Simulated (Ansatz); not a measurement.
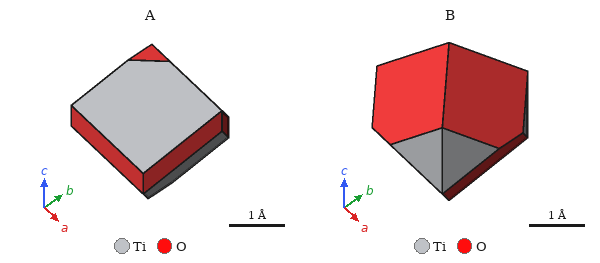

Computed Voronoi cells of the 2 sites of this structure, drawn to one scale and in one orientation; each face has the colour of the neighbour behind it.

TiO, space group P6_3/mmc (No. 194), a = 2.767 Å, b = 2.767 Å, c = 5.436 Å, α = 90.00°, β = 90.00°, γ = 120.00°

```tsv
site	Wyckoff	x	y	z
Ti	2c	0.3333	0.6667	0.2500
O	2a	0.0000	0.0000	0.0000
```

Origin: the end point of a relaxation at fixed volume with DFT r2SCAN, scalar-relativistic, plane waves, PAW in Ansatz 0.2.0.

Question: Which cell belongs to which site?

Answer: A is O (14 faces above 1 % of the solid angle, 9.0 Å³, mostly facing Ti); B is Ti (12 faces above 1 % of the solid angle, 9.1 Å³, mostly facing O).
